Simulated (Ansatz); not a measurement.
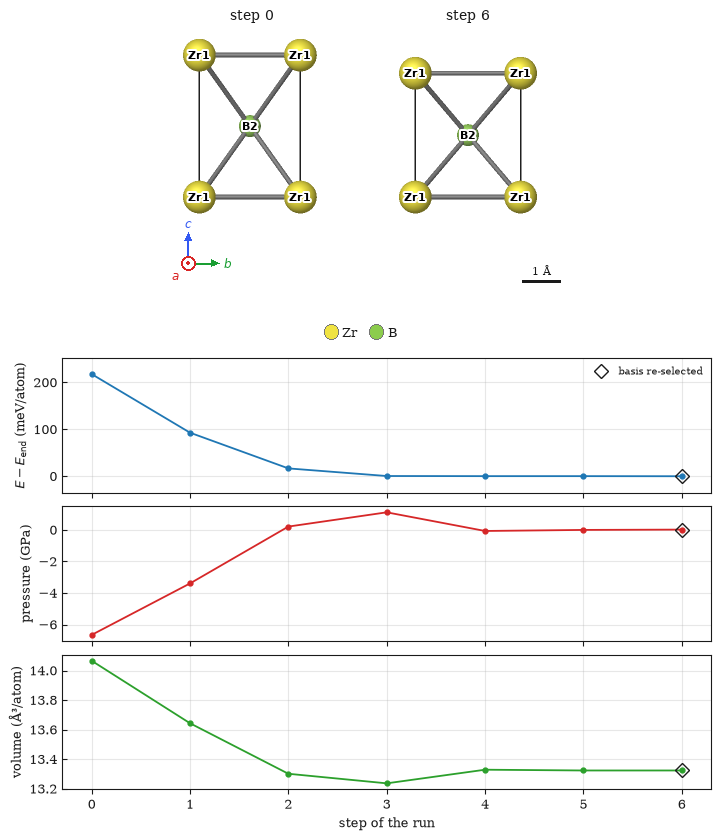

First and last geometry of a relaxation of solid ZrB (a generated structure, set up in P4/mmm), with the history of the run. Style: ball-and-stick. Shown: the cell of the calculation, along the a axis.

Case: In → B on all its sites, cell and atoms relaxed.

Theory: DFT PBEsol, scalar-relativistic, plane waves, PAW (Ansatz). Settings: plane-wave cutoff 420 eV; k-point mesh 16 × 16 × 12; occupations gaussian; smearing width 0.1 eV; no spin polarisation; cell and atoms relaxed; force threshold 0.01 eV/Å; at most 60 steps.

Question: Read the history and describe the run.

Answer: It converged. After 5 accepted moves (6 points after the start) the energy has fallen by 218 meV per atom. All forces vanish by symmetry, so only the cell relaxes. The pressure goes from −6.66 to 0.02 GPa. At 1 point the geometry stayed and the basis and grid were re-selected for the new cell (energy shift of 0.2 meV per atom at most each time). No atom moves by more than 0.005 Å relative to the cell. The volume changes by −5.3 %, with a = b 2.716 → 2.829 Å (+4.2 %), c 3.815 → 3.329 Å (−12.7 %). Near-neighbour distances that change, for instance: Zr1–Zr1 3.815 → 3.329 Å, Zr1–Zr1 (another image) 2.716 → 2.829 Å, Zr1–B2 2.707 → 2.602 Å. The space group stays P4/mmm (No. 123). The run took roughly 50 core-seconds on a shared host.
